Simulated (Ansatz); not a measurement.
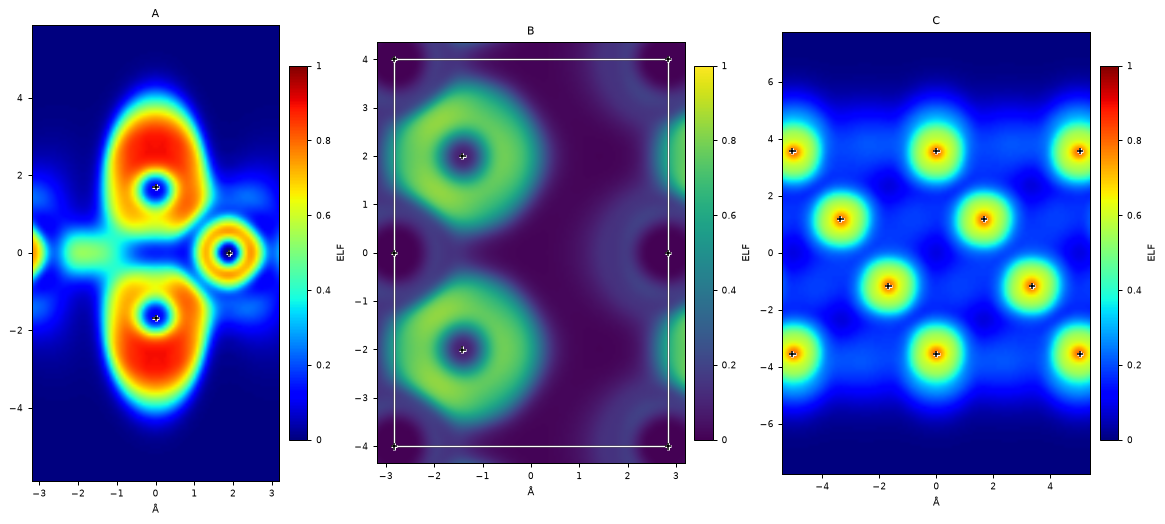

The ELF of 3 systems, each on a plane through atoms (crosses mark nuclei in the plane).

These are results of DFT r2SCAN, scalar-relativistic, plane waves, PAW (Ansatz), not measurements.

System 1: Au (slab), the (110) plane of the calculation cell, a cut from vacuum to vacuum. 

```cif
data_structure
_symmetry_space_group_name_H-M 'P 1'
_symmetry_Int_Tables_number 1
_cell_length_a 2.9162
_cell_length_b 2.9162
_cell_length_c 24.1432
_cell_angle_alpha 90.000
_cell_angle_beta 90.000
_cell_angle_gamma 120.000
_cell_volume 177.81
loop_
_atom_site_label
_atom_site_type_symbol
_atom_site_fract_x
_atom_site_fract_y
_atom_site_fract_z
_atom_site_occupancy
Au1 Au 0.66667 0.33333 0.35207 1
Au2 Au 0.33333 0.66667 0.45069 1
Au3 Au 0.00000 0.00000 0.54773 1
Au4 Au 0.66667 0.33333 0.64657 1
```

System 2: ZnSe, the (101) plane of the conventional cell. Space group F-43m.

System 3: WSe$_{2}$ (slab), the (110) plane of the calculation cell, a cut from vacuum to vacuum. 

```yaml
crystal:
  lattice:
    - [3.28552, 0.00000, 0.00000]
    - [-1.64276, 2.84534, 0.00000]
    - [0.00000, 0.00000, 32.73749]
  atoms:
    - { symbol: Se, position: [0.33333, 0.66667, 0.44854] }
    - { symbol: W, position: [0.66667, 0.33333, 0.50000] }
    - { symbol: Se, position: [0.33333, 0.66667, 0.55146] }
```

> Match each panel to its system.

Panel A is system 3, WSe$_{2}$: the plane holds Se and W. W–Se (2.54 Å): the ELF is about 0.55 at the midpoint. Panel B is system 2, ZnSe: the plane holds Zn and Se. Zn–Se (2.45 Å): the ELF is about 0.60 at the midpoint. Panel C is system 1, Au: the plane holds Au. Au–Au (2.89 Å): the ELF is about 0.20 at the midpoint (no localised pair shows between them).
